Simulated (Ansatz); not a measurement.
**Hf₂SiO₆: density, localisation and related maps**

The calculation's input:

```
crystal:
  lattice:
    - [4.8669158577, -3.0002588628, 0.0]
    - [4.8669158577, 3.0002588628, 0.0]
    - [-0.1169218623, 0.0, 6.3837154227]
  atoms:
    - { symbol: Hf, position: [0.9941341807, 0.4907073269, 0.6788924207] }
    - { symbol: Hf, position: [0.5092926731, 0.0058658193, 0.3211075793] }
    - { symbol: Si, position: [0.4972936361, 0.5027063639, 0.0] }
    - { symbol: O, position: [0.736529733, 0.4274741207, 0.8343690164] }
    - { symbol: O, position: [0.8051986579, 0.794084203, 0.5013736227] }
    - { symbol: O, position: [0.4494220748, 0.770312632, 0.1279824986] }
    - { symbol: O, position: [0.5725258793, 0.263470267, 0.1656309836] }
    - { symbol: O, position: [0.205915797, 0.1948013421, 0.4986263773] }
    - { symbol: O, position: [0.229687368, 0.5505779252, 0.8720175014] }
basis:
  ecutwfc: 420
kpoints:
  mp_grid: { grid: [6, 6, 4] }
hamiltonian:
  xc: pbe
scf:
  occupations: { method: gaussian, width: 0.02 }
output:
  forces: true
  stress: true
  eigenvalues: true
  write_density: true
  write_potential: true
  elf: true
  volumetric_format: npy
relax:
  adjacent_minimum: "off"
  f_tol: 0.01
  max_steps: 80
  cell: { stress_tol: 0.05 }
```

Run with:

```sh
ansatz run input.yaml --threads 1 --pin off --max-ram 2560MiB --backend cpu --events-out ev --progress --plain --runs-dir out
```

Below, planes, directions and counts refer to the standardised cell (a = 6.00 Å, b = 9.79 Å, c = 6.41 Å, α = 90.07°, β = 90.00°, γ = 90.00°).

The fields are those of the run's last geometry, not of the input's.

Space group C2; a structure generated by program, which may or may not match a known phase.

Computed with DFT PBE, scalar-relativistic, plane waves, PAW (Ansatz).

Core electrons are frozen (PAW), and the valence fields are smoothed inside the atomic spheres.

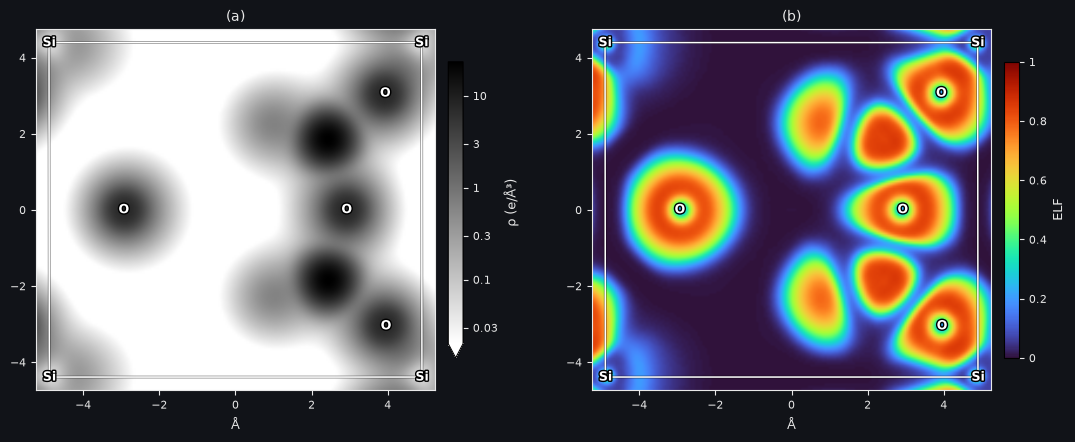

Figure 1. (a) valence electron density; (b) ELF on the (101̄) plane of the standardised cell.

Question: What do the fields say about this system?

Answer:
- The section cuts through Si and O sites.
- Atoms just off the plane (Hf, 0.3 Å away and O, 0.9 Å away) can leave unmarked features too.
- Si–O (1.64 Å): ρ at the midpoint is about 1.2 e/Å³; the ELF peaks at about 0.85 between the atoms (a polar covalent bond).
- Between the atoms the lowest density in this plane is 0.003 e/Å³.

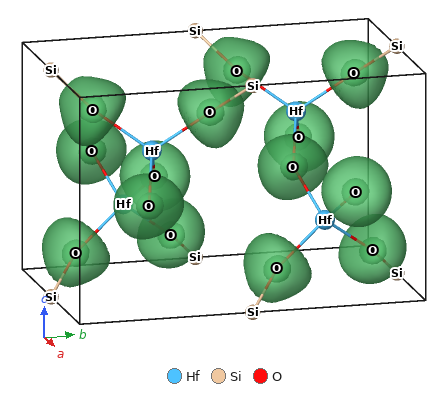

Figure 2. Isosurface of the ELF at 0.7 (green), seen slightly off an axis. Core shells and regions of very low density are left out. Sticks mark near contacts.

Question: What do the ELF domains correspond to?

Answer: The surface consists of eight regions on O in which the atom's valence shell and bonds are merged and four regions wrapped around O (the valence shell of each), counted in one cell of 18 atoms. Regions shared between cells count once.


 Hf–O (1.95 Å): the ELF peaks at about 0.80 in the valence shell of O, 0.6 Å from its nucleus, and drops to about 0.20 between the two atoms: no localised pair shows between them.

Question: Does the calculation make it a metal, or give it a gap?

Answer: It is gapped, with a Kohn–Sham gap of 4.6 eV on the k-point mesh, an upper bound to the gap of this method.
